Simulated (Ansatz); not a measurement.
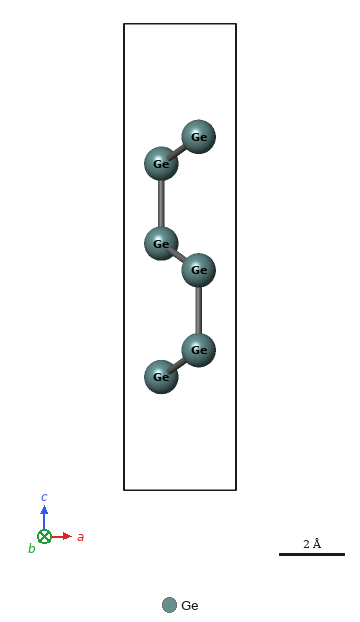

The input geometry (ball-and-stick view of the cell of the calculation, with the vacuum cut short, along the b axis). An atom can appear more than once, as a periodic image. Near neighbours in the periodic cell (some may lie outside the picture): Ge has 3 Ge at 2.45 Å; Ge has 4 Ge at 2.45 to 2.47 Å.

**Geometry relaxation of Ge (part 1 of 2)**

- system: Ge (slab, 6 atoms in the cell)
- method: DFT PBEsol, scalar-relativistic, plane waves, PAW, no spin polarisation (Ansatz 0.2.0)

The structure derives from a Materials Project entry. The input holds or restrains some coordinates. Forces given for the steps count only the free coordinates. It belongs to a series of runs on one base structure; here: clean slab, lower half held.

Log
```
Engine: ansatz 0.2.0, aarch64-unknown-linux-gnu
Pseudopotentials: kind: paw
Pseudopotential: Ge, paw, valence charge 14, recommended cutoff 420 eV (normal), Ge.paw.azcp
Functional definition: PBEsol
  exchange = pbesol_x
  correlation = pbesol_c
Crystal: 6 atoms, lattice volume = 337.948 Å³
Basis set: ecut = 420 eV, 6633 PW (Γ), exchange–correlation on 54×54×360 points (8 copies of the dense FFT grid, shifted against one another)
Bands: 51, of which v1, the nominal top of the filled ones, is band 42 counted from 1 (41 counted from 0)
Symmetry: 6 space group operations
k-points: 12 of 81 (time reversal used)
Non-local potential: Ge, projectors of the file, l = 0: 2, l = 1: 2, l = 2: 3, l = 3: 1
PAW form: soft (Blöchl's): semilocal exchange-correlation on the pseudo side does not see the compensation charge
PAW frozen core: Ge, regenerated for the run's functional, and the local potential with it (the file was generated under x = pbe(κ = 0.804, μ = 0.2195149727645171), c = pbe(β = 0.06672455060314922))
PAW one-centre angular grid: Ge, 590 points (default); XC on 64 Gauss nodes
Initial density: superposition of atomic densities (neutral atoms: chi_scale 0, normalization atom), corrected by the library's trained network
Initial wavefunctions: pseudopotential atomic-orbital guess
Functional: x = pbesol(κ = 0.804, μ = 0.12345679012345678), c = pbesol(β = 0.046)
SCF iter   1: F=—  HF=-25518.876162 eV  |F-HF|=—  |Δ(HF+E_count)|=         —  Δρ=2.79e-3  dr2=4.40e-2  ethr=1.77e-3  p=-0.000 e·Å  D=-2.50e-14 V/Å  ΔV_dip=0.00 eV  dr2_dipole=2.55e-8  V_vac-E_F(+/−)=4.69/4.69 eV  ⟨swp⟩=6.8  Hψ=2299  notcnv=0  defer=8
efield: sawtooth ramp at fractional position 0.9800 (placed from the atoms, in the widest stretch of the axis that holds none; the zero of the levels goes with the place), width 0.0400; the density the first Hamiltonian is built on has a dipole p = -0.000 e·Å; the dipole correction subtracts the counter field D = -2.50e-14 V/Å, which shifts the + side's vacuum level by +0.00 eV against the − side's; the planar-averaged density in the ramp window peaks in size at 3.6e-5 e/Å³
preconditioner: auto → LDOS  [metal: Δε(μ)=0.062 eV  Ē_g=22.115 eV  σ=0.100 eV  W_gap=0.34  n_scr=70 (ndim 8)  ℏωp=18.5 eV  f_vac=0.565  D(μ)=5.21/eV (n_scr^D=12)  β→1.0]
SCF iter   2: F=—  HF=-25518.866936 eV  |F-HF|=—  |Δ(HF+E_count)|=   9.23e-3  Δρ=1.45e-3  dr2=1.75e-2  ethr=5.24e-5  p=-0.000 e·Å  D=-3.26e-6 V/Å  ΔV_dip=0.00 eV  dr2_dipole=7.43e-10  V_vac-E_F(+/−)=4.66/4.66 eV  ⟨swp⟩=2.0  Hψ=1288  notcnv=0  defer=32
SCF iter   3: F=—  HF=-25518.863894 eV  |F-HF|=—  |Δ(HF+E_count)|=   3.04e-3  Δρ=6.38e-4  dr2=5.10e-3  ethr=2.08e-5  p=-0.000 e·Å  D=-1.43e-6 V/Å  ΔV_dip=0.00 eV  dr2_dipole=1.64e-8  V_vac-E_F(+/−)=4.66/4.66 eV  ⟨swp⟩=2.0  Hψ=1092  notcnv=0  defer=32
SCF iter   4: F=—  HF=-25518.863472 eV  |F-HF|=—  |Δ(HF+E_count)|=   4.23e-4  Δρ=3.54e-4  dr2=1.89e-3  ethr=6.07e-6  p=-0.000 e·Å  D=-1.43e-6 V/Å  ΔV_dip=0.00 eV  dr2_dipole=4.78e-9  V_vac-E_F(+/−)=4.65/4.65 eV  ⟨swp⟩=2.0  Hψ=1073  notcnv=0  defer=32
SCF iter   5: F=—  HF=-25518.863173 eV  |F-HF|=—  |Δ(HF+E_count)|=   2.99e-4  Δρ=1.36e-4  dr2=4.05e-4  ethr=2.25e-6  p=-0.000 e·Å  D=-7.66e-7 V/Å  ΔV_dip=0.00 eV  dr2_dipole=1.28e-10  V_vac-E_F(+/−)=4.65/4.65 eV  ⟨swp⟩=2.1  Hψ=1021  notcnv=0  defer=32
SCF iter   6: F=—  HF=-25518.863124 eV  |F-HF|=—  |Δ(HF+E_count)|=   4.90e-5  Δρ=5.50e-5  dr2=5.74e-5  ethr=4.82e-7  p=-0.000 e·Å  D=-2.14e-7 V/Å  ΔV_dip=0.00 eV  dr2_dipole=2.38e-10  V_vac-E_F(+/−)=4.64/4.64 eV  ⟨swp⟩=2.0  Hψ=613  notcnv=0  defer=32
SCF iter   7: F=-25518.863119 eV  HF=-25518.863123 eV  |F-HF|=4.28e-6  |Δ(HF+E_count)|=   1.33e-6  Δρ=2.42e-5  dr2=5.02e-6  ethr=2.68e-8  p=0.000 e·Å  D=2.04e-7 V/Å  ΔV_dip=-0.00 eV  dr2_dipole=3.80e-11  V_vac-E_F(+/−)=4.64/4.64 eV  ⟨swp⟩=18.2  Hψ=5828  notcnv=0
SCF 1 converged in 7 iterations: F = -25518.863119 eV  dr2 = 5.02e-6
  greatest PAW one-centre occupation: 0.998 electrons in one spin orbital (limit 2), on the Ge atom at site 0 (counted from 0), in its partial waves of l = 2
relax step   1: F+E_penalty+E_count = -25518.86311867 eV  Δ(F+E_penalty+E_count) = +0.000e0 eV  max|allowed force component| = 3.006e-1 eV/Å  Δτ_max = 0.0000 Å  (7 SCF iters, dr2 threshold 2.25e-5 eV, accepted)
Initial density: handed on by an earlier stage of this run
Initial wavefunctions: those handed on with the density
iter 1 solved again at ethr=5.14e-5 eV; its pass at ethr=3.10e-3 eV (dr2=4.32e-2 eV) is discarded
SCF iter   1: F=—  HF=-25518.869998 eV  |F-HF|=—  |Δ(HF+E_count)|=         —  Δρ=1.00e-3  dr2=4.06e-2  ethr=5.14e-5  p=-0.000 e·Å  D=-8.42e-7 V/Å  ΔV_dip=0.00 eV  dr2_dipole=2.20e-2  V_vac-E_F(+/−)=4.63/4.63 eV  ⟨swp⟩=1.0  Hψ=1582  notcnv=0  defer=32
efield: sawtooth ramp at fractional position 0.9800 (handed on by an earlier solve), width 0.0400; the density the first Hamiltonian is built on has a dipole p = -0.000 e·Å; the dipole correction subtracts the counter field D = -8.42e-7 V/Å, which shifts the + side's vacuum level by +0.00 eV against the − side's; the planar-averaged density in the ramp window peaks in size at 2.8e-5 e/Å³
preconditioner: auto → LDOS  [metal: Δε(μ)=0.045 eV  Ē_g=22.170 eV  σ=0.100 eV  W_gap=0.25  n_scr=70 (ndim 8)  ℏωp=18.5 eV  f_vac=0.564  D(μ)=5.53/eV (n_scr^D=12)  β→1.0]
SCF iter   2: F=—  HF=-25518.869044 eV  |F-HF|=—  |Δ(HF+E_count)|=   9.55e-4  Δρ=2.77e-4  dr2=5.70e-4  ethr=4.84e-5  p=0.003 e·Å  D=1.77e-3 V/Å  ΔV_dip=-0.04 eV  dr2_dipole=1.17e-4  V_vac-E_F(+/−)=4.61/4.65 eV  ⟨swp⟩=1.0  Hψ=580  notcnv=0  defer=32
SCF iter   3: F=—  HF=-25518.868916 eV  |F-HF|=—  |Δ(HF+E_count)|=   1.28e-4  Δρ=1.55e-4  dr2=1.60e-4  ethr=6.79e-7  p=0.004 e·Å  D=1.89e-3 V/Å  ΔV_dip=-0.05 eV  dr2_dipole=6.85e-6  V_vac-E_F(+/−)=4.61/4.65 eV  ⟨swp⟩=2.1  Hψ=1085  notcnv=0  defer=32
SCF iter   4: F=—  HF=-25518.868867 eV  |F-HF|=—  |Δ(HF+E_count)|=   4.87e-5  Δρ=3.27e-5  dr2=1.04e-5  ethr=1.90e-7  p=0.004 e·Å  D=1.92e-3 V/Å  ΔV_dip=-0.05 eV  dr2_dipole=1.75e-6  V_vac-E_F(+/−)=4.61/4.65 eV  ⟨swp⟩=2.0  Hψ=1084  notcnv=0  defer=32
SCF iter   5: F=-25518.868861 eV  HF=-25518.868867 eV  |F-HF|=5.95e-6  |Δ(HF+E_count)|=   2.28e-7  Δρ=2.00e-5  dr2=4.95e-6  ethr=6.72e-9  p=0.004 e·Å  D=1.95e-3 V/Å  ΔV_dip=-0.05 eV  dr2_dipole=1.63e-6  V_vac-E_F(+/−)=4.61/4.65 eV  ⟨swp⟩=17.8  Hψ=5800  notcnv=0
SCF 2 converged in 5 iterations: F = -25518.868861 eV  dr2 = 4.95e-6
relax step   2: F+E_penalty+E_count = -25518.86886109 eV  Δ(F+E_penalty+E_count) = -5.742e-3 eV  max|allowed force component| = 1.251e-1 eV/Å  Δτ_max = 0.0299 Å  (5 SCF iters, dr2 threshold 5.65e-6 eV, accepted)
SCF iter   1: F=—  HF=-25518.871289 eV  |F-HF|=—  |Δ(HF+E_count)|=         —  Δρ=8.12e-4  dr2=4.57e-2  ethr=3.14e-4  p=0.004 e·Å  D=1.95e-3 V/Å  ΔV_dip=-0.05 eV  dr2_dipole=2.56e-2  V_vac-E_F(+/−)=4.59/4.64 eV  ⟨swp⟩=2.0  Hψ=875  notcnv=0  defer=32
efield: sawtooth ramp at fractional position 0.9800 (handed on by an earlier solve), width 0.0400; the density the first Hamiltonian is built on has a dipole p = 0.004 e·Å; the dipole correction subtracts the counter field D = 1.95e-3 V/Å, which shifts the + side's vacuum level by -0.05 eV against the − side's; the planar-averaged density in the ramp window peaks in size at 2.4e-5 e/Å³
preconditioner: auto → LDOS  [metal: Δε(μ)=0.047 eV  Ē_g=22.178 eV  σ=0.100 eV  W_gap=0.26  n_scr=70 (ndim 8)  ℏωp=18.5 eV  f_vac=0.565  D(μ)=5.21/eV (n_scr^D=12)  β→1.0]
SCF iter   2: F=—  HF=-25518.870449 eV  |F-HF|=—  |Δ(HF+E_count)|=   8.40e-4  Δρ=2.40e-4  dr2=2.51e-4  ethr=5.44e-5  p=0.007 e·Å  D=3.57e-3 V/Å  ΔV_dip=-0.09 eV  dr2_dipole=3.38e-8  V_vac-E_F(+/−)=4.57/4.66 eV  ⟨swp⟩=1.0  Hψ=708  notcnv=0  defer=32
SCF iter   3: F=—  HF=-25518.870328 eV  |F-HF|=—  |Δ(HF+E_count)|=   1.21e-4  Δρ=1.36e-4  dr2=1.04e-4  ethr=2.99e-7  p=0.007 e·Å  D=3.52e-3 V/Å  ΔV_dip=-0.09 eV  dr2_dipole=1.90e-6  V_vac-E_F(+/−)=4.57/4.66 eV  ⟨swp⟩=2.2  Hψ=1092  notcnv=0  defer=32
SCF iter   4: F=—  HF=-25518.870289 eV  |F-HF|=—  |Δ(HF+E_count)|=   3.92e-5  Δρ=2.63e-5  dr2=6.38e-6  ethr=1.24e-7  p=0.007 e·Å  D=3.54e-3 V/Å  ΔV_dip=-0.09 eV  dr2_dipole=2.47e-7  V_vac-E_F(+/−)=4.57/4.66 eV  ⟨swp⟩=2.0  Hψ=1086  notcnv=0  defer=32
SCF iter   5: F=—  HF=-25518.870289 eV  |F-HF|=—  |Δ(HF+E_count)|=   2.66e-7  Δρ=1.32e-5  dr2=3.39e-6  ethr=1.16e-9  p=0.007 e·Å  D=3.55e-3 V/Å  ΔV_dip=-0.09 eV  dr2_dipole=4.78e-7  V_vac-E_F(+/−)=4.57/4.66 eV  ⟨swp⟩=17.0  Hψ=5718  notcnv=0
SCF iter   6: F=—  HF=-25518.870289 eV  |F-HF|=—  |Δ(HF+E_count)|=   2.64e-8  Δρ=7.39e-6  dr2=1.35e-6  ethr=4.03e-9  p=0.007 e·Å  D=3.55e-3 V/Å  ΔV_dip=-0.09 eV  dr2_dipole=1.20e-7  V_vac-E_F(+/−)=4.57/4.66 eV  ⟨swp⟩=1.0  Hψ=580  notcnv=0
SCF iter   7: F=-25518.870289 eV  HF=-25518.870289 eV  |F-HF|=1.82e-7  |Δ(HF+E_count)|=   2.21e-8  Δρ=2.59e-6  dr2=2.15e-7  ethr=1.16e-9  p=0.007 e·Å  D=3.55e-3 V/Å  ΔV_dip=-0.09 eV  dr2_dipole=3.76e-9  V_vac-E_F(+/−)=4.57/4.66 eV  ⟨swp⟩=12.3  Hψ=3907  notcnv=0
SCF 3 converged in 7 iterations: F = -25518.870289 eV  dr2 = 2.15e-7
relax step   3: F+E_penalty+E_count = -25518.87028883 eV  Δ(F+E_penalty+E_count) = -1.428e-3 eV  max|allowed force component| = 1.377e-2 eV/Å  Δτ_max = 0.0187 Å  (7 SCF iters, dr2 threshold 9.78e-7 eV, accepted)
iter 1 solved again at ethr=2.53e-10 eV; its pass at ethr=3.10e-3 eV (dr2=2.12e-7 eV) is discarded
SCF iter   1: F=—  HF=-25518.870384 eV  |F-HF|=—  |Δ(HF+E_count)|=         —  Δρ=2.58e-6  dr2=2.13e-7  ethr=2.53e-10  p=0.007 e·Å  D=3.55e-3 V/Å  ΔV_dip=-0.09 eV  dr2_dipole=3.66e-9  V_vac-E_F(+/−)=4.57/4.66 eV  ⟨swp⟩=1.0  Hψ=1512  notcnv=0
efield: sawtooth ramp at fractional position 0.9800 (handed on by an earlier solve), width 0.0400; the density the first Hamiltonian is built on has a dipole p = 0.007 e·Å; the dipole correction subtracts the counter field D = 3.55e-3 V/Å, which shifts the + side's vacuum level by -0.09 eV against the − side's; the planar-averaged density in the ramp window peaks in size at 2.4e-5 e/Å³
preconditioner: auto → LDOS  [metal: Δε(μ)=0.039 eV  Ē_g=22.174 eV  σ=0.100 eV  W_gap=0.21  n_scr=70 (ndim 8)  ℏωp=18.5 eV  f_vac=0.564  D(μ)=5.42/eV (n_scr^D=12)  β→1.0]
SCF iter   2: F=-25518.870289 eV  HF=-25518.870289 eV  |F-HF|=6.64e-8  |Δ(HF+E_count)|=   9.54e-5  Δρ=1.80e-6  dr2=8.23e-8  ethr=1.19e-10  p=0.007 e·Å  D=3.56e-3 V/Å  ΔV_dip=-0.09 eV  dr2_dipole=1.01e-9  V_vac-E_F(+/−)=4.57/4.66 eV  ⟨swp⟩=8.8  Hψ=3748  notcnv=0
SCF 4 converged in 2 iterations: F = -25518.870289 eV  dr2 = 8.23e-8
relax step   4: F+E_penalty+E_count = -25518.87028894 eV  Δ(F+E_penalty+E_count) = -1.114e-7 eV  max|allowed force component| = 1.372e-2 eV/Å  Δτ_max = 0.0000 Å  (2 SCF iters, accepted)
```

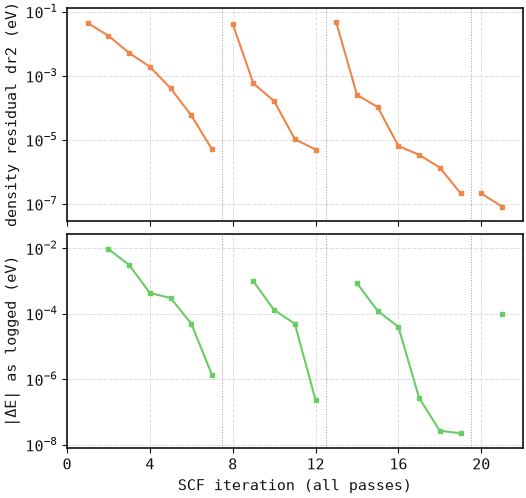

Convergence of the self-consistent field: density residual dr2 and size of the energy change against the SCF iteration. The dotted lines part the SCF passes of the relaxation: geometry steps, rejected trials and re-solves on a re-selected basis. The passes take 7, 5, 7 and 2 iterations.

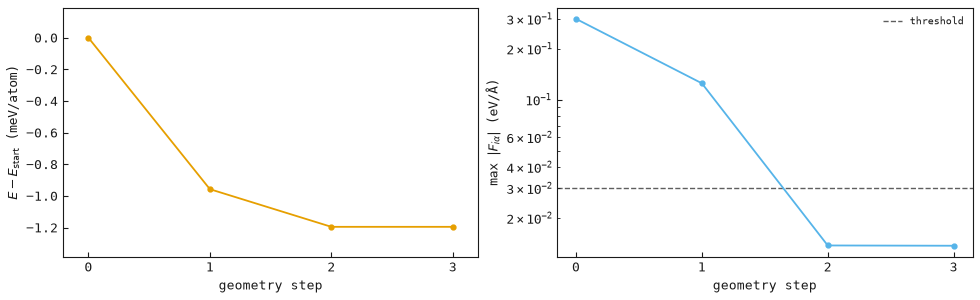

Progress of the restrained relaxation, step by step (the first geometry is step 0 here and step 1 in the log).

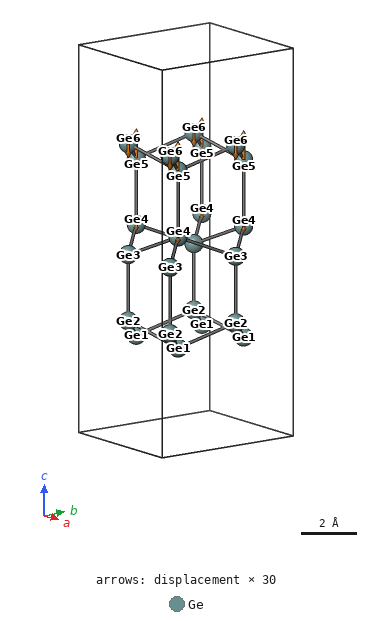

The starting structure with the displacements as orange arrows, magnified 30 times (ball-and-stick view of the 2 × 2 repeat of the cell, with the vacuum cut short, seen slightly off an axis). The largest move is that of Ge5, 0.037 Å. The lattice vectors keep their values. Among the contacts that change: Ge4–Ge5 2.468 → 2.514 Å, Ge5–Ge6 2.452 → 2.434 Å. After 3 geometry steps the energy has fallen by 1.2 meV per atom. The largest force component goes from 0.3 to 0.014 eV/Å. (Atoms are counted from 1 in the order of the input.)
